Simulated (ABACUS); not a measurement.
## Run report: LiF, band-structure run (part 1 of 2)

LiF (Fm-3m, 2 atoms in the cell), computed with Kohn-Sham DFT of a periodic cell, HCTH407, GBRV ultrasoft 1.5 PBE, no spin polarisation (ABACUS 3.10.1).

The structure derives from an entry of the Crystallography Open Database.

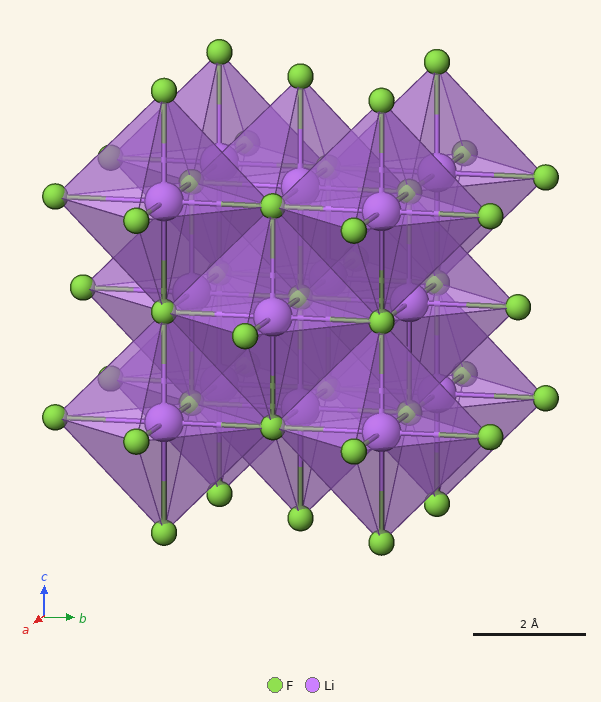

Fig. 1: The structure (polyhedral view of the cell 4 times as large as that of the calculation, set on its symmetry axes, seen slightly off an axis; polyhedra are completed across the faces of the cell).

### Input file
```
INPUT_PARAMETERS
suffix              LiF
calculation         scf
basis_type          pw
pseudo_dir          ./
latname             fcc
symmetry            1
dft_functional      GGA_XC_HCTH_407
ecutwfc             40
pseudo_rcut         10
nspin               1
nbands              15
ks_solver           dav
smearing_method     fd
smearing_sigma      0.00367493
scf_thr             1e-08
scf_nmax            100
mixing_type         broyden
mixing_beta         0.7
cal_force           1
cal_stress          1
ecutrho             320
out_chg             1
out_pot             2
out_elf             0
kpar                4
```

### File STRU
```
ATOMIC_SPECIES
F 18.9984 f_pbe_v1.4.uspp.F.UPF
Li 6.9400 li_pbe_v1.4.uspp.F.UPF

LATTICE_CONSTANT
7.6118168300

ATOMIC_POSITIONS
Direct

F
0.0
1
0.5000000000 0.5000000000 0.5000000000 1 1 1

Li
0.0
1
0.0000000000 0.0000000000 0.0000000000 1 1 1
```

### File KPT
```
K_POINTS
0
Gamma
9 9 9 0 0 0
```

Launch command:
```bash
OMP_NUM_THREADS=1 mpirun -np 4 abacus > log
```

### Log
```
ABACUS v3.10.1

               Atomic-orbital Based Ab-initio Computation at UStc

 ------------------------------------------------------------------------------------

 READING GENERAL INFORMATION
                           global_out_dir = OUT.LiF/
                           global_in_card = INPUT
                               pseudo_dir = ./
                              orbital_dir =
                                    DSIZE = 4
                                    GSIZE = 1

 READING UNITCELL INFORMATION
                                    ntype = 2
                  lattice constant (Bohr) = 7.61182
              lattice constant (Angstrom) = 4.028

 READING ATOM TYPE 1
                               atom label = F
                      L=0, number of zeta = 1
                      L=1, number of zeta = 1
                      L=2, number of zeta = 1
             number of atom for this type = 1

 READING ATOM TYPE 2
                               atom label = Li
                      L=0, number of zeta = 1
                      L=1, number of zeta = 1
                      L=2, number of zeta = 1
             number of atom for this type = 1

                        TOTAL ATOM NUMBER = 2
DIRECT COORDINATES
    atom                   x                   y                   z     mag                  vx                  vy                  vz
taud_F1            0.5000000000        0.5000000000        0.5000000000  0.0000        0.0000000000        0.0000000000        0.0000000000
taud_Li1            0.0000000000        0.0000000000        0.0000000000  0.0000        0.0000000000        0.0000000000        0.0000000000

                          Volume (Bohr^3) = 110.257
                             Volume (A^3) = 16.3383

 Lattice vectors: (Cartesian coordinate: in unit of a_0)
                 -0.5                  +0                +0.5
                   +0                +0.5                +0.5
                 -0.5                +0.5                  +0
 Reciprocal vectors: (Cartesian coordinate: in unit of 2 pi/a_0)
                   -1                  -1                  +1
                   +1                  +1                  +1
                   -1                  +1                  -1
 The esolver type has been set to : ksdft_pw

                PAO radial cut off (Bohr) = 10

 Read in pseudopotential file is f_pbe_v1.4.uspp.F.UPF
                     pseudopotential type = US
          exchange-correlation functional = PBE
                 nonlocal core correction = 0
                        valence electrons = 7
                                     lmax = 1
                           number of zeta = 2
                     number of projectors = 4
                           L of projector = 0
                           L of projector = 0
                           L of projector = 1
                           L of projector = 1
 XC functional updated to : GGA_XC_HCTH_407
          exchange-correlation functional = GGA_XC_HCTH_407
                PAO radial cut off (Bohr) = 10

 Read in pseudopotential file is li_pbe_v1.4.uspp.F.UPF
                     pseudopotential type = US
          exchange-correlation functional = PBE
                 nonlocal core correction = 0
                        valence electrons = 3
                                     lmax = 1
                           number of zeta = 3
                     number of projectors = 5
                           L of projector = 0
                           L of projector = 0
                           L of projector = 0
                           L of projector = 1
                           L of projector = 1
 XC functional updated to : GGA_XC_HCTH_407
          exchange-correlation functional = GGA_XC_HCTH_407
     initial pseudo atomic orbital number = 9

 SETUP THE ELECTRONS NUMBER
             electron number of element F = 7
       total electron number of element F = 7
            electron number of element Li = 3
      total electron number of element Li = 3
            AUTOSET number of electrons:  = 10
                           occupied bands = 5
                                   NBANDS = 15
                                   NLOCAL = 18

%%%%%%%%%%%%%%%%%%%%%%%%%%%%%%%%%%%%%%%%%%%%%%%%%%%%%%%%%%%%%%%%%%%%%%%%%%%%%%%%%%%%%%%%%%%%%%%%%%%%%%%%%%
 Warning: the number of valence electrons in pseudopotential > 1 for Li: [He] 2s1
 Pseudopotentials with additional electrons can yield (more) accurate outcomes, but may be less efficient.
 If you're confident that your chosen pseudopotential is appropriate, you can safely ignore this warning.
%%%%%%%%%%%%%%%%%%%%%%%%%%%%%%%%%%%%%%%%%%%%%%%%%%%%%%%%%%%%%%%%%%%%%%%%%%%%%%%%%%%%%%%%%%%%%%%%%%%%%%%%%%

 SETUP THE PLANE WAVE BASIS
 energy cutoff for charge/potential (unit:Ry) = 160
            fft grid for charge/potential = [ 24, 24, 24 ]
                        fft grid division = [ 1, 1, 1 ]
        big fft grid for charge/potential = [ 32, 32, 32 ]
                                     nbxx = 32768
                                     nrxx = 13824

 SETUP PLANE WAVES FOR CHARGE/POTENTIAL
                    number of plane waves = 3719
                         number of sticks = 313

 PARALLEL PW FOR CHARGE/POTENTIAL
     PROC   COLUMNS(POT)             PW
        1            313           3719
 --------------- sum -------------------
        1            313           3719
                            number of |g| = 80
                                  max |g| = 232
                                  min |g| = 0

 energy cutoff for dense charge/potential (unit:Ry) = 320
      fft grid for dense charge/potential = [ 32, 32, 32 ]
                                     nrxx = 32768

 SETUP PLANE WAVES FOR dense CHARGE/POTENTIAL
                    number of plane waves = 10777
                         number of sticks = 649

 PARALLEL PW FOR dense CHARGE/POTENTIAL
     PROC   COLUMNS(POT)             PW
        1            649          10777
 --------------- sum -------------------
        1            649          10777
                            number of |g| = 159
                                  max |g| = 468
                                  min |g| = 0

----------- Double Check Mixing Parameters Begin ------------
mixing_type: broyden
mixing_beta: 0.7
mixing_gg0: 1
mixing_gg0_min: 0.1
mixing_ndim: 8
----------- Double Check Mixing Parameters End ------------

 LATTICE VECTORS: (CARTESIAN COORDINATE: IN UNIT OF A0)
                 -0.5                  +0                +0.5
                   +0                +0.5                +0.5
                 -0.5                +0.5                  +0
                       right hand lattice = 1
                                   NORM_A = 0.707107
                                   NORM_B = 0.707107
                                   NORM_C = 0.707107
                           ALPHA (DEGREE) = 60
                           BETA  (DEGREE) = 60
                           GAMMA (DEGREE) = 60

 The lattice vectors have been changed (STRU_SIMPLE.cif)

(for optimal symmetric configuration:)
                             BRAVAIS TYPE = 3
                     BRAVAIS LATTICE NAME = 03. Cubic F (face-centered)
                                    ibrav = 3
                                    IBRAV = 3
                                  BRAVAIS = FACE CENTERED CUBIC
                       LATTICE CONSTANT A = 1
Original cell was already a primitive cell.
                        ROTATION MATRICES = 48
              PURE POINT GROUP OPERATIONS = 48
                   SPACE GROUP OPERATIONS = 48
                              POINT GROUP = O_h
               POINT GROUP IN SPACE GROUP = O_h

 SETUP K-POINTS
                                    nspin = 1
                   Input type of k points = Monkhorst-Pack(Gamma)
                                   nkstot = 729
                       right hand lattice = 1
(for reciprocal lattice: )
                             BRAVAIS TYPE = 2
                     BRAVAIS LATTICE NAME = 02. Cubic I (body-centered)
                                    ibrav = 2
                       right hand lattice = 1
(for k-lattice: )
                             BRAVAIS TYPE = 2
                     BRAVAIS LATTICE NAME = 02. Cubic I (body-centered)
                                    ibrav = 2
                       right hand lattice = 1
                        ROTATION MATRICES = 48
                               nkstot_ibz = 35
K-POINTS REDUCTION ACCORDING TO SYMMETRY
     IBZ    DIRECT_X    DIRECT_Y    DIRECT_Z  WEIGHT  ibz2bz
       1  0.00000000  0.00000000  0.00000000  0.0014       0
       2  0.11111111  0.11111111  0.11111111  0.0110       1
       3  0.22222222  0.22222222  0.22222222  0.0110       2
       4  0.33333333  0.33333333  0.33333333  0.0110       3
       5  0.44444444  0.44444444  0.44444444  0.0110       4
       6  0.11111111  0.11111111  0.00000000  0.0082      10
       7  0.22222222  0.22222222  0.11111111  0.0329      11
       8  0.33333333  0.33333333  0.22222222  0.0329      12
       9  0.44444444  0.44444444  0.33333333  0.0329      13
      10 -0.44444444  0.44444444  0.44444444  0.0329      14
      11  0.44444444  0.33333333  0.33333333  0.0329      15
      12  0.22222222  0.22222222  0.33333333  0.0329      16
      13  0.22222222  0.11111111  0.11111111  0.0165      17
      14  0.22222222  0.22222222  0.00000000  0.0082      20
      15  0.33333333  0.11111111  0.33333333  0.0329      21
      16  0.44444444  0.44444444  0.22222222  0.0329      22
      17 -0.33333333  0.44444444  0.44444444  0.0329      23
      18 -0.44444444  0.33333333  0.33333333  0.0329      24
      19  0.44444444  0.22222222  0.22222222  0.0165      25
      20  0.33333333  0.33333333  0.00000000  0.0082      30
      21  0.44444444  0.44444444  0.11111111  0.0329      31
      22 -0.22222222  0.44444444  0.44444444  0.0329      32
      23 -0.33333333  0.33333333  0.33333333  0.0165      33
      24  0.44444444  0.44444444  0.00000000  0.0082      40
      25 -0.11111111  0.44444444  0.44444444  0.0165      41
      26  0.33333333  0.11111111  0.22222222  0.0329     102
      27  0.44444444  0.33333333  0.22222222  0.0658     103
      28 -0.44444444  0.44444444  0.33333333  0.0658     104
      29  0.44444444  0.33333333  0.11111111  0.0329     112
      30 -0.44444444  0.44444444  0.22222222  0.0658     113
[... 5 further k points ...]

                               nkstot now = 35
[... K-POINTS DIRECT COORDINATES: 35 rows ...]

           k-point number in this process = 9
       minimum distributed K point number = 8
[... stars of the k points ...]

[... K-POINTS CARTESIAN COORDINATES: 9 rows ...]

[... K-POINTS DIRECT COORDINATES: 9 rows ...]

 SETUP PLANE WAVES FOR WAVE FUNCTIONS
     energy cutoff for wavefunc (unit:Ry) = 40
              fft grid for wave functions = [ 24, 24, 24 ]
                    number of plane waves = 609
                         number of sticks = 91

 PARALLEL PW FOR WAVE FUNCTIONS
     PROC   COLUMNS(POT)             PW
        1             91            609
 --------------- sum -------------------
        1             91            609

 SETUP NONLOCAL PSEUDOPOTENTIALS IN PLANE WAVE BASIS
 F non-local projectors:
 projector 1 L=0
 projector 2 L=0
 projector 3 L=1
 projector 4 L=1
 Li non-local projectors:
 projector 1 L=0
 projector 2 L=0
 projector 3 L=0
 projector 4 L=1
 projector 5 L=1
      TOTAL NUMBER OF NONLOCAL PROJECTORS = 17

 Init Non-Local PseudoPotential table :
 Init Non-Local-Pseudopotential done.

                                     npwx = 495

 Make real space PAO into reciprocal space.
       max mesh points in Pseudopotential = 625
     dq(describe PAO in reciprocal space) = 0.01
                                    max q = 763

 number of pseudo atomic orbitals for F is 2

 number of pseudo atomic orbitals for Li is 3
WARNING: norm of atomic wavefunction # 2 of atomic type Li is 0.999325, renormalized
WARNING: norm of atomic wavefunction # 3 of atomic type Li is 0.995522, renormalized

 -------------------------------------------
 SELF-CONSISTENT
```
